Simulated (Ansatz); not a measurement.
Single-point calculation, with input and output: Al

The run: single-point calculation of Al (slab, 12 atoms in the cell). Method and program: DFT PBE, scalar-relativistic, plane waves, PAW, no spin polarisation (Ansatz 0.2.0).

The structure derives from an entry of the Crystallography Open Database. It belongs to a series of runs on one base structure; here: the slab at its places in the relaxed adsorbed structure. Figures and captions count atoms from 1; the log counts them from 0 in places.

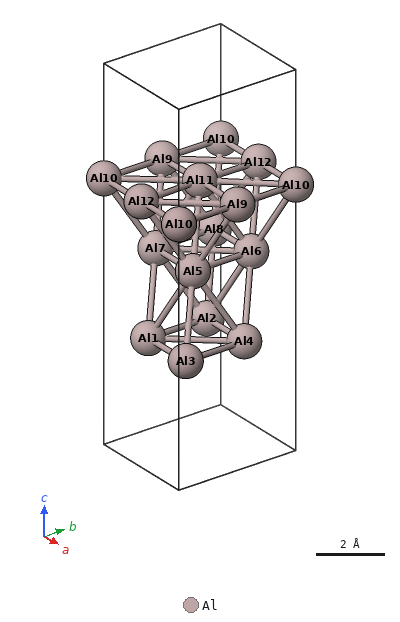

The structure (ball-and-stick view of the cell of the calculation, with the vacuum cut short, seen slightly off an axis; atoms are numbered from 1 in the order of the input).

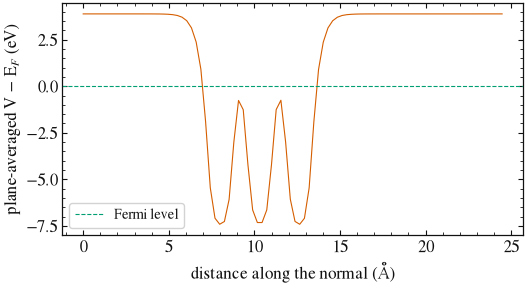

Plane average of the electrostatic potential energy of an electron across the cell, from the Fermi level. The vacuum level lies 3.88 eV above the Fermi level.

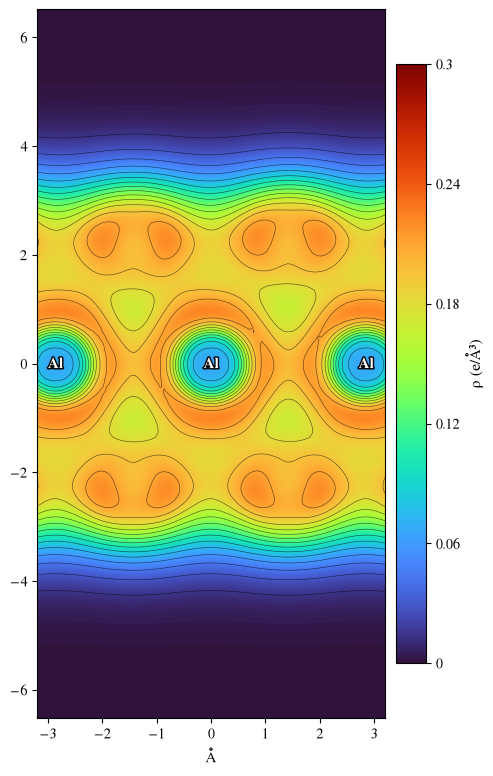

Valence electron density on the (100) plane of the calculation cell, a cut from vacuum to vacuum. The section cuts through Al sites. Al–Al (2.85 Å): ρ is about 0.2 e/Å³ halfway. The density dies away to nearly zero in the vacuum. In a PAW calculation such maps are meaningful between the atoms, not at the nuclei.

The input and output of the run follow.

**Input**
```yaml
crystal:
  lattice:
    - [5.714302768, 0.0, 0.0]
    - [-2.857151384, 4.948731362, 0.0]
    - [0.0, 0.0, 24.7434086725]
  atoms:
    - { symbol: Al, position: [0.3333333333, 0.1666666667, 0.3233184282] }
    - { symbol: Al, position: [0.3333333333, 0.6666666667, 0.3233184282] }
    - { symbol: Al, position: [0.8333333333, 0.1666666667, 0.3233184282] }
    - { symbol: Al, position: [0.8333333333, 0.6666666667, 0.3233184282] }
    - { symbol: Al, position: [0.6663625555, 0.3350465783, 0.4167100037] }
    - { symbol: Al, position: [0.6663187817, 0.8339557986, 0.4167389649] }
    - { symbol: Al, position: [0.1672077844, 0.3349268378, 0.4166879567] }
    - { symbol: Al, position: [0.1665116893, 0.8345181014, 0.4165102903] }
    - { symbol: Al, position: [-0.0005684054, 0.502409595, 0.5097935155] }
    - { symbol: Al, position: [3.82434e-05, 0.002426447, 0.5098269919] }
    - { symbol: Al, position: [0.4993439123, 0.5027436375, 0.5110642333] }
    - { symbol: Al, position: [0.4994425915, 0.0026322321, 0.5096396994] }
basis:
  ecutwfc: 420
kpoints:
  mp_grid: { grid: [4, 4, 1] }
hamiltonian:
  xc: pbe
scf:
  occupations: { method: gaussian, width: 0.1 }
output:
  forces: true
  eigenvalues: true
  write_density: true
  volumetric_format: npy
efield:
  axis: 3
  dipole_correction: true
  ramp_width: 0.04
```

Launched with:
```bash
ansatz run input.yaml --threads 2 --pin off --max-ram 6144MiB --backend cpu --events-out ev --progress --plain --runs-dir out
```

**Log**
```
Engine: ansatz 0.2.0, aarch64-unknown-linux-gnu
Pseudopotentials: kind: paw
Pseudopotential: Al, paw, valence charge 3, recommended cutoff 420 eV (normal), Al.paw.azcp
Functional definition: PBE
  parameter kappa = 0.804
  parameter beta = 0.06672455060314922
  exchange = pbe_x(kappa = kappa, mu = beta*pi^2/3)
  correlation = pbe_c(beta = beta)
Crystal: 12 atoms, lattice volume = 699.708 Å³
Basis set: ecut = 420 eV, 13823 PW (Γ), exchange–correlation on 80×80×360 points (8 copies of the dense FFT grid, shifted against one another)
Bands: 30, of which v1, the nominal top of the filled ones, is band 18 counted from 1 (17 counted from 0)
Symmetry: 1 space group operations
Space group: P1 (ITA 1), of the structure as read, at distance tolerance 8.9e-5 Å
k-points: 10 of 16 (time reversal used)
Non-local potential: Al, projectors of the file, l = 0: 2, l = 1: 2, l = 2: 1
PAW form: soft (Blöchl's): semilocal exchange-correlation on the pseudo side does not see the compensation charge
PAW one-centre angular grid: Al, 110 points (default); XC on 64 Gauss nodes
Initial density: superposition of atomic densities (neutral atoms: chi_scale 0, normalization atom), corrected by the library's trained network
Initial wavefunctions: pseudopotential atomic-orbital guess
Functional: x = pbe(κ = 0.804, μ = 0.2195149727645171), c = pbe(β = 0.06672455060314922)
SCF iter   1: F=—  HF=-6447.443913 eV  |F-HF|=—  |Δ(HF+E_count)|=         —  Δρ=1.97e-3  dr2=2.67e-1  ethr=1.77e-3  p=0.000 e·Å  D=3.88e-5 V/Å  ΔV_dip=-0.00 eV  dr2_dipole=2.82e-6  V_vac-E_F(+/−)=3.94/3.94 eV  ⟨swp⟩=11.1  Hψ=2004  notcnv=0
efield: sawtooth ramp at fractional position 0.8972 (placed from the atoms, in the widest stretch of the axis that holds none; the zero of the levels goes with the place), width 0.0400; the density the first Hamiltonian is built on has a dipole p = 0.000 e·Å; the dipole correction subtracts the counter field D = 3.88e-5 V/Å, which shifts the + side's vacuum level by -0.00 eV against the − side's; the planar-averaged density in the ramp window peaks in size at 1.5e-6 e/Å³
preconditioner: auto → LDOS  [insulator: Δε(μ)=0.282 eV  Ē_g=6.164 eV  σ=0.100 eV  W_gap=0.65  n_scr=66 (ndim 8)  ℏωp=8.4 eV  f_vac=0.596  D(μ)=3.88/eV (n_scr^D=6)  ε∞_Penn≈2.9  β→1.0]
SCF iter   2: F=—  HF=-6447.427423 eV  |F-HF|=—  |Δ(HF+E_count)|=   1.65e-2  Δρ=1.87e-3  dr2=1.45e-1  ethr=7.42e-4  p=0.000 e·Å  D=8.89e-5 V/Å  ΔV_dip=-0.00 eV  dr2_dipole=3.26e-6  V_vac-E_F(+/−)=3.89/3.89 eV  ⟨swp⟩=3.5  Hψ=628  notcnv=0  defer=49
SCF iter   3: F=—  HF=-6447.404887 eV  |F-HF|=—  |Δ(HF+E_count)|=   2.25e-2  Δρ=2.96e-4  dr2=3.52e-3  ethr=4.02e-4  p=0.000 e·Å  D=5.32e-5 V/Å  ΔV_dip=-0.00 eV  dr2_dipole=5.54e-8  V_vac-E_F(+/−)=3.91/3.91 eV  ⟨swp⟩=2.1  Hψ=371  notcnv=0  defer=49
SCF iter   4: F=—  HF=-6447.404727 eV  |F-HF|=—  |Δ(HF+E_count)|=   1.60e-4  Δρ=5.27e-5  dr2=3.00e-5  ethr=9.77e-6  p=0.000 e·Å  D=3.86e-5 V/Å  ΔV_dip=-0.00 eV  dr2_dipole=1.11e-7  V_vac-E_F(+/−)=3.88/3.89 eV  ⟨swp⟩=2.1  Hψ=426  notcnv=0  defer=49
SCF iter   5: F=—  HF=-6447.404814 eV  |F-HF|=—  |Δ(HF+E_count)|=   8.71e-5  Δρ=1.62e-5  dr2=1.03e-5  ethr=8.34e-8  p=0.000 e·Å  D=3.67e-5 V/Å  ΔV_dip=-0.00 eV  dr2_dipole=1.61e-7  V_vac-E_F(+/−)=3.89/3.89 eV  ⟨swp⟩=2.8  Hψ=542  notcnv=0  defer=31
SCF iter   6: F=—  HF=-6447.404815 eV  |F-HF|=—  |Δ(HF+E_count)|=   8.81e-7  Δρ=4.26e-6  dr2=1.01e-6  ethr=2.87e-8  p=0.000 e·Å  D=3.87e-5 V/Å  ΔV_dip=-0.00 eV  dr2_dipole=4.34e-8  V_vac-E_F(+/−)=3.88/3.88 eV  ⟨swp⟩=2.8  Hψ=449  notcnv=0  defer=31
SCF iter   7: F=—  HF=-6447.404815 eV  |F-HF|=—  |Δ(HF+E_count)|=   2.68e-7  Δρ=2.25e-6  dr2=3.67e-7  ethr=2.78e-10  p=0.000 e·Å  D=3.62e-5 V/Å  ΔV_dip=-0.00 eV  dr2_dipole=5.14e-8  V_vac-E_F(+/−)=3.88/3.88 eV  ⟨swp⟩=18.4  Hψ=2105  notcnv=0
SCF iter   8: F=-6447.404815 eV  HF=-6447.404815 eV  |F-HF|=2.87e-8  |Δ(HF+E_count)|=   5.99e-8  Δρ=4.77e-7  dr2=4.18e-9  ethr=2.78e-10  p=0.000 e·Å  D=3.68e-5 V/Å  ΔV_dip=-0.00 eV  dr2_dipole=9.58e-12  V_vac-E_F(+/−)=3.88/3.88 eV  ⟨swp⟩=4.6  Hψ=1107  notcnv=0
SCF 1 converged in 8 iterations: F = -6447.404815 eV  dr2 = 4.18e-9
  greatest PAW one-centre occupation: 0.465 electrons in one spin orbital (limit 2), on the Al atom at site 10 (counted from 0), in its partial waves of l = 0
SCF converged after 8 iterations
Free energy (F): -6447.404815 eV
Harris-Foulkes:  -6447.404815 eV  (|F-HF|=2.87e-8)
Internal energy: -6447.385385 eV  (E = F + TS)
E sigma→0 (E₀):  -6447.395100 eV
Entropy (-TS):   -0.019430 eV (-1.619 meV/atom)
Fermi energy:    -0.484241 eV
Dipole field:    D = 0.000039 V/Å  (p = 0.000151 e·Å, saw-weighted, corrected)
Work function:   Φ+ = 3.8831 eV   Φ− = 3.8841 eV
Levels:          The Fermi level and band energies are counted from a zero that moves with the ramp; work functions are not
--- Per-component energies (eV) ---
  E_band       = -167.065330
  E_kinetic    = 259.756146
  E_local      = -8817.636179  (includes V_loc(G=0)·N_el)
  E_nonlocal   = 126.161820
  E_hartree    = 4322.600192
  E_xc         = -468.940677
  E_vxc        = -336.795314  (∫ρ·V_xc dr)
  E_paw        = -5607.742114  (= ΣΔE_a)
  E_vpaw       = -43.751795  (= ΣTr[D̂ρ^β])
  E_aug_tail   = -0.000026  (compensation charges beyond the density's cutoff)
  E_efield     = 0.000000  (sawtooth field / dipole correction)
  E_vefield    = 0.000018  (∫n·V_field dr)
  E_ewald      = 3738.415452
  E_smearing   = -0.019430  (= −TS)
  E_closure    = -0.000000  (closes the sum)
  Σ components = -6447.404815   (vs F -6447.404815, Δ=0.00e0)
--- Forces (eV/Å), atoms counted from 1 ---
  atom   1  Al    -0.00171570     0.00470499     0.00346858
  atom   2  Al    -0.00158816     0.00436405     0.00346116
  atom   3  Al    -0.00286626     0.00274473     0.01867987
  atom   4  Al    -0.00379472     0.00349707     0.00259759
  atom   5  Al     0.00451285    -0.00568450     0.00167036
  atom   6  Al    -0.00026388     0.00979494     0.00074646
  atom   7  Al    -0.00721001    -0.00589219     0.00908087
  atom   8  Al    -0.00028808     0.00149917     0.00433796
  atom   9  Al     0.00284416    -0.00480948     0.00779784
  atom  10  Al    -0.00899171    -0.00306144     0.00523566
  atom  11  Al     0.00906332    -0.00323627    -0.07676903
  atom  12  Al     0.01029821    -0.00392117     0.01968963
  max |Σ_I F_I| component: 3.04e-6 eV/Å
--- Band table (eV; the first three rows and the last of 10) ---
  k-point 0: bands = ["-11.0836", "-9.4230", "-6.7229", "-5.2125", "-5.2091", "-5.1946", "-5.1874", "-5.1821", "-5.1795", "-3.8461", "-3.8404", "-3.8387", "-3.6101", "-3.3078", "-3.3047", "-3.2976", "-0.9557", "-0.9530", "-0.9515", "-0.7138", "-0.7116", "-0.7074", "-0.0676", "2.0319", "2.0382", "2.0492", "2.0805", "2.0888", "2.0936", "2.4079"]
  k-point 1: bands = ["-10.7077", "-9.0499", "-7.7364", "-6.3511", "-6.2774", "-6.2737", "-6.1054", "-4.6705", "-4.6688", "-3.4789", "-3.4463", "-3.4409", "-3.2554", "-2.1103", "-2.0993", "-1.9187", "-1.5407", "-1.5328", "-0.4517", "-0.2413", "0.2836", "0.7235", "0.7263", "1.1207", "1.1257", "2.2959", "2.3480", "2.3510", "2.7678", "3.1685"]
  k-point 2: bands = ["-9.5892", "-9.5826", "-7.9383", "-7.9356", "-6.6406", "-6.6369", "-5.2514", "-5.2400", "-5.0224", "-5.0210", "-2.4625", "-2.4539", "-2.2021", "-2.1937", "-1.0144", "-1.0046", "-0.7514", "-0.7495", "0.3739", "0.3809", "0.7586", "0.7599", "1.0774", "1.0873", "1.1561", "1.1826", "2.1296", "2.1341", "3.3154", "3.3196"]
  k-point 9: bands = ["-9.5899", "-9.5820", "-7.9391", "-7.9348", "-6.6406", "-6.6370", "-5.2512", "-5.2399", "-5.0223", "-5.0212", "-2.4648", "-2.4559", "-2.2026", "-2.1940", "-1.0094", "-0.9990", "-0.7490", "-0.7482", "0.3805", "0.3880", "0.7551", "0.7556", "1.0688", "1.0785", "1.1577", "1.1842", "2.1228", "2.1276", "3.3102", "3.3149"]
```

**Summary**

| quantity | value |
| --- | --- |
| outcome | converged |
| electrons treated | 36 |
| free energy | −6447.4048 eV |
| work function, top face | 3.88 eV |
| work function, bottom face | 3.88 eV |
| Fermi energy | −0.484 eV |
| gap on the k-point mesh | none (metallic) |
| work function (upper face) | 3.88 eV |
| largest force (length of the vector) | 0.077 eV/Å |
| hardware | 2 threads of Arm Neoverse V1, 24 GiB of memory available, shared host |
| wall time | 10 s (CPU time 20 s) |
| peak memory | 0.72 GiB |
